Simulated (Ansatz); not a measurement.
# Run report: GeSi7, geometry relaxation

GeSi7 (P-43m, 8 atoms in the cell), computed with DFT PBEsol, scalar-relativistic, plane waves, PAW, no spin polarisation (Ansatz 0.2.0).

The structure derives from a Materials Project entry. It belongs to a series of runs on one base structure; here: cell and atoms relaxed tightly for response. Figures and captions count atoms from 1; the log counts them from 0 in places.

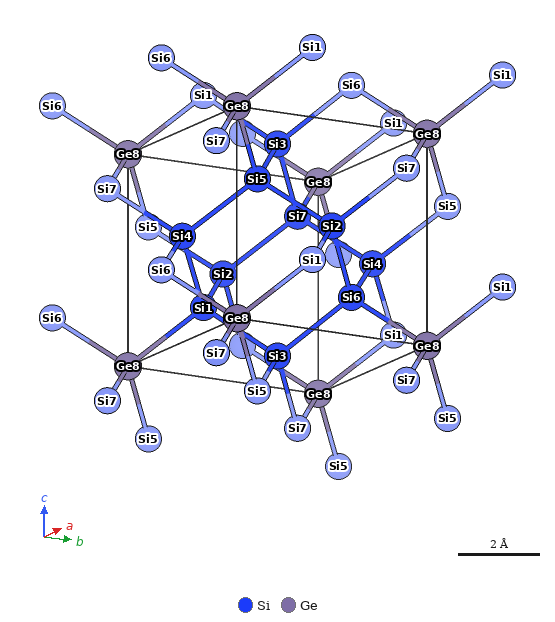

Fig. 1: The structure as given in the input (ball-and-stick view of the cell of the calculation, seen at an oblique angle; neighbours outside the cell are drawn fainter; atoms are numbered from 1 in the order of the input). An atom can appear more than once, as a periodic image. Near neighbours in the periodic cell (some may lie outside the picture): Si has 1 Ge at 2.39 Å and 3 Si at 2.36 Å; Si has 4 Si at 2.36 Å; Ge has 4 Si at 2.39 Å.

The input:
```yaml
crystal:
  lattice:
    - [5.4591768191, 0.0, 0.0]
    - [0.0, 5.4591768191, 0.0]
    - [0.0, 0.0, 5.4591768191]
  atoms:
    - { symbol: Si, position: [0.2525976816, 0.2525976816, 0.2525976816] }
    - { symbol: Si, position: [0.0, 0.5, 0.5] }
    - { symbol: Si, position: [0.5, 0.5, 0.0] }
    - { symbol: Si, position: [0.5, 0.0, 0.5] }
    - { symbol: Si, position: [0.7474023184, 0.2525976816, 0.7474023184] }
    - { symbol: Si, position: [0.7474023184, 0.7474023184, 0.2525976816] }
    - { symbol: Si, position: [0.2525976816, 0.7474023184, 0.7474023184] }
    - { symbol: Ge, position: [0.0, 0.0, 0.0] }
basis:
  ecutwfc: 420
kpoints:
  mp_grid: { grid: [8, 8, 8] }
hamiltonian:
  xc: pbesol
scf:
  occupations: { method: fixed }
output:
  forces: true
  stress: true
  eigenvalues: true
relax:
  adjacent_minimum: "off"
  f_tol: 0.001
  max_steps: 60
  cell: { stress_tol: 0.01 }
```

Command:
```bash
ansatz run input.yaml --threads 4 --pin off --max-ram 12288MiB --backend cpu --events-out ev --progress --plain --runs-dir out
```

Output:
```
Engine: ansatz 0.2.0, x86_64-unknown-linux-gnu
Pseudopotentials: kind: paw
Pseudopotential: Si, paw, valence charge 4, recommended cutoff 420 eV (normal), Si.paw.azcp
Pseudopotential: Ge, paw, valence charge 14, recommended cutoff 420 eV (normal), Ge.paw.azcp
Functional definition: PBEsol
  exchange = pbesol_x
  correlation = pbesol_c
Crystal: 8 atoms, lattice volume = 162.698 Å³
Basis set: ecut = 420 eV, 3191 PW (Γ), exchange–correlation on 80×80×80 points (8 copies of the dense FFT grid, shifted against one another)
Bands: 29, of which v1, the nominal top of the filled ones, is band 21 counted from 1 (20 counted from 0)
Symmetry: 24 space group operations
Space group: P-43m (ITA 215), of the structure as read, at distance tolerance 5.5e-5 Å
k-points: 35 of 512 (time reversal used)
Non-local potential: Si, projectors of the file, l = 0: 2, l = 1: 2, l = 2: 2
Non-local potential: Ge, projectors of the file, l = 0: 2, l = 1: 2, l = 2: 3, l = 3: 1
PAW form: soft (Blöchl's): semilocal exchange-correlation on the pseudo side does not see the compensation charge
PAW frozen core: Si, regenerated for the run's functional, and the local potential with it (the file was generated under x = pbe(κ = 0.804, μ = 0.2195149727645171), c = pbe(β = 0.06672455060314922))
PAW frozen core: Ge, regenerated for the run's functional, and the local potential with it (the file was generated under x = pbe(κ = 0.804, μ = 0.2195149727645171), c = pbe(β = 0.06672455060314922))
PAW one-centre angular grid: Si, 110 points (default); XC on 64 Gauss nodes
PAW one-centre angular grid: Ge, 590 points (default); XC on 64 Gauss nodes
Initial density: superposition of atomic densities (neutral atoms: chi_scale 0, normalization atom), corrected by the library's trained network
Initial wavefunctions: pseudopotential atomic-orbital guess
Functional: x = pbesol(κ = 0.804, μ = 0.12345679012345678), c = pbesol(β = 0.046)
SCF iter   1: F=—  HF=-8603.910326 eV  |F-HF|=—  |Δ(HF+E_count)|=         —  Δρ=2.87e-3  dr2=1.70e-2  ethr=1.77e-3  ⟨swp⟩=4.9  Hψ=4234  notcnv=0  defer=185
preconditioner: auto → Resta (q_TF=auto, 2.177 Å⁻¹)  ε∞=5.4  [insulator: Δε(μ)=0.262 eV  Ē_g=7.895 eV  n_scr=26 (ndim 8)  ℏωp=16.5 eV  f_vac=0.000  ε∞_Penn≈5.4]
SCF iter   2: F=—  HF=-8603.907284 eV  |F-HF|=—  |Δ(HF+E_count)|=   3.04e-3  Δρ=1.65e-3  dr2=5.64e-3  ethr=4.05e-5  ⟨swp⟩=1.4  Hψ=1315  notcnv=0  defer=196
SCF iter   3: F=—  HF=-8603.906521 eV  |F-HF|=—  |Δ(HF+E_count)|=   7.63e-4  Δρ=4.29e-4  dr2=1.99e-4  ethr=1.34e-5  ⟨swp⟩=2.0  Hψ=1724  notcnv=0  defer=202
SCF iter   4: F=—  HF=-8603.906373 eV  |F-HF|=—  |Δ(HF+E_count)|=   1.48e-4  Δρ=1.55e-4  dr2=4.93e-5  ethr=4.73e-7  ⟨swp⟩=2.0  Hψ=1646  notcnv=0  defer=195
SCF iter   5: F=—  HF=-8603.906306 eV  |F-HF|=—  |Δ(HF+E_count)|=   6.67e-5  Δρ=5.71e-5  dr2=4.58e-6  ethr=1.17e-7  ⟨swp⟩=2.9  Hψ=1746  notcnv=0  defer=115
SCF iter   6: F=-8603.906308 eV  HF=-8603.906308 eV  |F-HF|=1.51e-7  |Δ(HF+E_count)|=   1.39e-6  Δρ=8.22e-6  dr2=8.94e-8  ethr=2.38e-10  ⟨swp⟩=10.2  Hψ=6273  notcnv=0
SCF 1 converged in 6 iterations: F = -8603.906308 eV  dr2 = 8.94e-8
  greatest PAW one-centre occupation: 0.998 electrons in one spin orbital (limit 2), on the Ge atom at site 7 (counted from 0), in its partial waves of l = 2
relax step   1: F+E_penalty+E_count = -8603.90630791 eV  Δ(F+E_penalty+E_count) = +0.000e0 eV  max|allowed force component| = 3.580e-4 eV/Å  Δτ_max = 0.0000 Å  P = -0.001 GPa  Ω = 162.698 Å³  (6 SCF iters, dr2 threshold 1.00e-7 eV, accepted)
Initial density: handed on by an earlier stage of this run
Initial wavefunctions: pseudopotential atomic-orbital guess (no wavefunctions were taken with the density)
iter 1 solved again at ethr=1.34e-7 eV; its pass at ethr=3.10e-3 eV (dr2=5.63e-5 eV) is discarded
SCF iter   1: F=—  HF=-8603.906408 eV  |F-HF|=—  |Δ(HF+E_count)|=         —  Δρ=8.11e-6  dr2=8.76e-8  ethr=1.34e-7  ⟨swp⟩=3.3  Hψ=6713  notcnv=0  defer=201
preconditioner: auto → Resta (q_TF=auto, 2.177 Å⁻¹)  ε∞=5.3  [insulator: Δε(μ)=0.279 eV  Ē_g=7.902 eV  n_scr=26 (ndim 8)  ℏωp=16.5 eV  f_vac=0.000  ε∞_Penn≈5.3]
SCF iter   2: F=—  HF=-8603.906308 eV  |F-HF|=—  |Δ(HF+E_count)|=   1.00e-4  Δρ=5.24e-6  dr2=3.95e-8  ethr=2.09e-10  ⟨swp⟩=2.1  Hψ=1606  notcnv=0  defer=178
SCF iter   3: F=—  HF=-8603.906308 eV  |F-HF|=—  |Δ(HF+E_count)|=   7.38e-8  Δρ=7.93e-7  dr2=9.54e-10  ethr=9.40e-11  ⟨swp⟩=2.0  Hψ=1437  notcnv=0  defer=178
SCF iter   4: F=—  HF=-8603.906308 eV  |F-HF|=—  |Δ(HF+E_count)|=  1.64e-10  Δρ=3.92e-7  dr2=2.11e-10  ethr=2.27e-12  ⟨swp⟩=2.0  Hψ=1645  notcnv=0  defer=178
SCF iter   5: F=—  HF=-8603.906308 eV  |F-HF|=—  |Δ(HF+E_count)|=  3.64e-12  Δρ=1.03e-7  dr2=2.45e-11  ethr=1.00e-12  ⟨swp⟩=2.0  Hψ=1088  notcnv=0  defer=178
SCF iter   6: F=-8603.906308 eV  HF=-8603.906308 eV  |F-HF|=1.82e-12  |Δ(HF+E_count)|=  5.46e-12  Δρ=3.27e-8  dr2=1.37e-12  ethr=1.00e-12  ⟨swp⟩=12.3  Hψ=6150  notcnv=0
SCF 2 converged in 6 iterations: F = -8603.906308 eV  dr2 = 1.37e-12
relax step   2: F+E_penalty+E_count = -8603.90630793 eV  Δ(F+E_penalty+E_count) = -1.784e-8 eV  max|allowed force component| = 3.507e-4 eV/Å  Δτ_max = 0.0000 Å  P = -0.000 GPa  Ω = 162.698 Å³  stress off target by 3.87e-4 GPa  SCF on the basis re-selected at this cell (its energy is not comparable with the rows above)  (6 SCF iters)
```

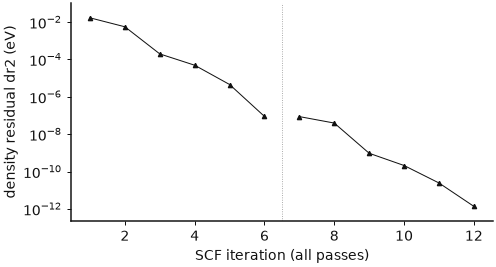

Fig. 2: Convergence of the self-consistent field: density residual dr2 against the SCF iteration. The dotted lines part the SCF passes of the relaxation: geometry steps, rejected trials and re-solves on a re-selected basis. The passes take 6 and 6 iterations.

```
basis re-selected at this cell: Δ(F+E_penalty+E_count) = -1.784e-8 eV, ΔP = +0.000 GPa vs the last step (what re-selecting the basis moved, of the pressure what is left beyond the Pulay correction that the steps carried, after the strain that the cell walked since its last selection, with what the two solves' SCF thresholds leave and, on support functions, any second-order correction that the steps lacked; it is no measure of the basis error at this ecutwfc). This SCF's stress stands 3.87e-4 GPa from its target on what of the cell is left free (relax.cell.stress_tol is 1.00e-2 GPa) and its largest allowed force component is 3.51e-4 eV/Å (relax.f_tol is 1.00e-3 eV/Å): within both
SCF converged after 6 iterations
Free energy (F): -8603.906308 eV
Harris-Foulkes:  -8603.906308 eV  (|F-HF|=1.82e-12)
Internal energy: -8603.906308 eV  (E = F + TS)
E sigma→0 (E₀):  -8603.906308 eV
Fermi energy:    6.489561 eV
--- Per-component energies (eV) ---
  E_band       = -133.678300
  E_kinetic    = 393.448210
  E_local      = -3218.247024  (includes V_loc(G=0)·N_el)
  E_nonlocal   = 602.947897
  E_hartree    = 1406.161848
  E_xc         = -457.692020
  E_vxc        = -392.532593  (∫ρ·V_xc dr)
  E_paw        = -5472.196024  (= ΣΔE_a)
  E_vpaw       = -331.618833  (= ΣTr[D̂ρ^β])
  E_aug_tail   = 0.000324  (compensation charges beyond the density's cutoff)
  E_ewald      = -1859.468380
  E_core_change = 1.138861  (= ΣΔE_core)
  E_smearing   = -0.000000  (= −TS)
  E_closure    = 0.000000  (closes the sum)
  Σ components = -8603.906308   (vs F -8603.906308, Δ=0.00e0)
--- Forces (eV/Å), atoms counted from 1 ---
  atom   1  Si    -0.00035075    -0.00035075    -0.00035075
  atom   2  Si    -0.00000000     0.00000000     0.00000000
  atom   3  Si    -0.00000000     0.00000000    -0.00000000
  atom   4  Si    -0.00000000     0.00000000    -0.00000000
  atom   5  Si     0.00035075    -0.00035075     0.00035075
  atom   6  Si     0.00035075     0.00035075    -0.00035075
  atom   7  Si    -0.00035075     0.00035075     0.00035075
  atom   8  Ge    -0.00000000     0.00000000    -0.00000000
  max |Σ_I F_I| component: 1.48e-16 eV/Å
--- Stress (GPa, compression-positive) ---
       -0.000387       0.000000       0.000000
       -0.000000      -0.000387      -0.000000
        0.000000      -0.000000      -0.000387
  P = ⅓ Tr σ = -0.0004 GPa (-0.004 kbar)
--- Band table (eV; the first three rows and the last of 35) ---
  k-point 0: bands = ["-17.6640", "-17.6640", "-17.6640", "-17.6383", "-17.6383", "-5.6101", "-1.9481", "-1.3839", "-1.3839", "-1.3603", "-1.3603", "-1.3603", "3.5706", "3.5706", "3.5706", "3.6178", "3.6178", "3.6178", "6.4896", "6.4896", "6.4896", "6.7684", "7.1560", "7.1560", "7.1560", "7.2186", "7.2186", "9.0252", "9.0252"]
  k-point 1: bands = ["-17.6640", "-17.6640", "-17.6640", "-17.6383", "-17.6383", "-5.5426", "-2.4484", "-1.7086", "-1.3633", "-1.3374", "-1.3374", "-0.4339", "3.3958", "3.4020", "3.4020", "3.4152", "3.6587", "3.6587", "6.0244", "6.2275", "6.2275", "6.9040", "7.2696", "7.5083", "7.5083", "7.5319", "7.5656", "8.8544", "9.3804"]
  k-point 2: bands = ["-17.6640", "-17.6640", "-17.6640", "-17.6383", "-17.6382", "-5.3409", "-3.2348", "-1.6818", "-1.3114", "-1.2795", "-1.2795", "0.6171", "3.0187", "3.0201", "3.0201", "3.0392", "3.8436", "3.8436", "5.0668", "5.6757", "5.6757", "6.9880", "7.8778", "8.2883", "8.4079", "8.4079", "8.4447", "8.4777", "10.1851"]
  k-point 34: bands = ["-17.6641", "-17.6641", "-17.6641", "-17.6381", "-17.6381", "-3.6325", "-3.1739", "-3.1739", "-3.1739", "-0.7906", "-0.5071", "-0.5071", "-0.5071", "5.1606", "5.1606", "5.2130", "5.2130", "5.2130", "5.3905", "5.3905", "5.3905", "7.4543", "7.9080", "7.9080", "7.9080", "9.6711", "9.6711", "9.6711", "9.8393"]
--- Relaxed structure (1 steps of the walk, 1 accepted, 1 SCFs on fresh bases) ---
  F+E_penalty+E_count = -8603.90630793 eV   max|allowed force component| = 3.507e-4 eV/Å   (the final SCF, on the basis selected at the relaxed cell)
  cell:  # Å, volume = 162.6977 Å³
    - [5.4591768191, 0.0, 0.0]
    - [0.0, 5.4591768191, 0.0]
    - [0.0, 0.0, 5.4591768191]
  atoms:
    - { symbol: Si, position: [0.2525976816, 0.2525976816, 0.2525976816] }
    - { symbol: Si, position: [0.0, 0.5, 0.5] }
    - { symbol: Si, position: [0.5, 0.5, 0.0] }
    - { symbol: Si, position: [0.5, 0.0, 0.5] }
    - { symbol: Si, position: [0.7474023184000002, 0.2525976816, 0.7474023184000002] }
    - { symbol: Si, position: [0.7474023184000002, 0.7474023184000002, 0.2525976816] }
    - { symbol: Si, position: [0.2525976816, 0.7474023184000002, 0.7474023184000002] }
    - { symbol: Ge, position: [0.0, 0.0, 0.0] }
```

Trajectory as extended XYZ (Å, eV, eV/Å), 2 frames, from step=1 to step=2:
```
8
Lattice="5.4592 0.0000 0.0000 0.0000 5.4592 0.0000 0.0000 0.0000 5.4592" Properties=species:S:1:pos:R:3:forces:R:3 step=1 energy=-8603.90631 pressure_GPa=-0.00
Si    1.3790    1.3790    1.3790   -0.0004  -0.0004  -0.0004
Si    0.0000    2.7296    2.7296    0.0000   0.0000   0.0000
Si    2.7296    2.7296    0.0000    0.0000   0.0000   0.0000
Si    2.7296    0.0000    2.7296    0.0000   0.0000   0.0000
Si    4.0802    1.3790    4.0802    0.0004  -0.0004   0.0004
Si    4.0802    4.0802    1.3790    0.0004   0.0004  -0.0004
Si    1.3790    4.0802    4.0802   -0.0004   0.0004   0.0004
Ge    0.0000    0.0000    0.0000    0.0000   0.0000   0.0000
8
Lattice="5.4592 0.0000 0.0000 0.0000 5.4592 0.0000 0.0000 0.0000 5.4592" Properties=species:S:1:pos:R:3:forces:R:3 step=2 energy=-8603.90631 pressure_GPa=-0.00
Si    1.3790    1.3790    1.3790   -0.0004  -0.0004  -0.0004
Si    0.0000    2.7296    2.7296    0.0000   0.0000   0.0000
Si    2.7296    2.7296    0.0000    0.0000   0.0000   0.0000
Si    2.7296    0.0000    2.7296    0.0000   0.0000   0.0000
Si    4.0802    1.3790    4.0802    0.0004  -0.0004   0.0004
Si    4.0802    4.0802    1.3790    0.0004   0.0004  -0.0004
Si    1.3790    4.0802    4.0802   -0.0004   0.0004   0.0004
Ge    0.0000    0.0000    0.0000    0.0000   0.0000   0.0000
```

Key numbers:

| quantity | value |
| --- | --- |
| outcome | converged |
| space group (tolerance 0.01 Å) | P-43m (215) |
| electrons treated | 42 |
| free energy | −8603.9063 eV |
| Fermi energy | 6.490 eV |
| gap on the k-point mesh | 0.28 eV |
| pressure | 0.00 GPa |
| final volume | 162.70 Å³ |
| largest force (length of the vector) at the end | 0.001 eV/Å |
| final cell | a = 5.459 Å, b = 5.459 Å, c = 5.459 Å, α = 90.00°, β = 90.00°, γ = 90.00° |
| hardware | 4 threads of Intel Xeon (Granite Rapids), 192 GiB of memory available, shared host |
| wall time | 4.8 s (CPU time 18 s) |
| peak memory | 0.55 GiB |
